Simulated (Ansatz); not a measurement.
```cif
data_structure
_symmetry_space_group_name_H-M 'P 1'
_symmetry_Int_Tables_number 1
_cell_length_a 4.0576
_cell_length_b 4.0576
_cell_length_c 28.6980
_cell_angle_alpha 90.000
_cell_angle_beta 90.000
_cell_angle_gamma 90.000
_cell_volume 472.48
loop_
_atom_site_label
_atom_site_type_symbol
_atom_site_fract_x
_atom_site_fract_y
_atom_site_fract_z
_atom_site_occupancy
Al1 Al 0.00000 0.00000 0.20015 1
Al2 Al 0.50000 0.50000 0.70015 1
Al3 Al 0.50000 0.50000 0.29985 1
Al4 Al 0.00000 0.00000 0.79985 1
Ga1 Ga 0.00000 0.00000 0.00000 1
Ga2 Ga 0.50000 0.50000 0.50000 1
Ga3 Ga 0.50000 0.50000 0.10019 1
Ga4 Ga 0.00000 0.00000 0.60019 1
Ga5 Ga 0.00000 0.00000 0.39981 1
Ga6 Ga 0.50000 0.50000 0.89981 1
As1 As 0.00000 0.50000 0.05009 1
As2 As 0.50000 0.00000 0.55009 1
As3 As 0.50000 0.00000 0.15048 1
As4 As 0.00000 0.50000 0.65048 1
As5 As 0.00000 0.50000 0.25000 1
As6 As 0.50000 0.00000 0.75000 1
As7 As 0.50000 0.00000 0.34952 1
As8 As 0.00000 0.50000 0.84952 1
As9 As 0.00000 0.50000 0.44991 1
As10 As 0.50000 0.00000 0.94991 1
```

Space group I-4m2; a structure generated by program, which may or may not match a known phase.

The calculation used DFT PBE, scalar-relativistic, plane waves, PAW in Ansatz.

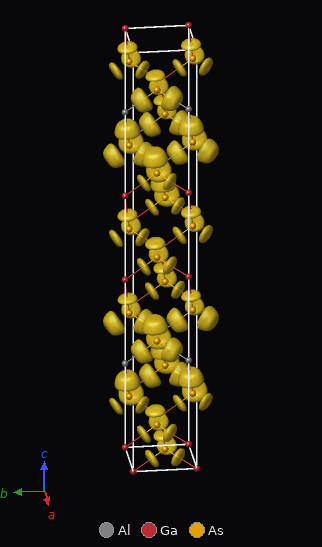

Al$_{2}$Ga$_{3}$As$_{5}$. Isosurface of the electron localisation function at 0.7 (yellow), seen at an oblique angle. Core shells and regions of very low density are left out. Sticks mark near contacts.

Q: What do the ELF domains correspond to?

A: The ELF exceeds this value in 16 regions between bonded Al–As atoms (shared pairs) and 24 regions between bonded As–Ga atoms (shared pairs), counted in one cell of 20 atoms. Any copies at cell faces, edges or corners count once. Along the contacts the grid gives the following. Al–As (2.48 Å): the ELF peaks at about 0.95 between the atoms: localised, covalent bonding. Ga–As (2.49 Å): the ELF peaks at about 0.80 between the atoms: a shared electron pair.

Q: Metal or insulator at this level of theory?

A: It is gapped, with a Kohn–Sham gap of 0.73 eV on the k-point mesh (the band edges may lie off the mesh, which would make the gap smaller).
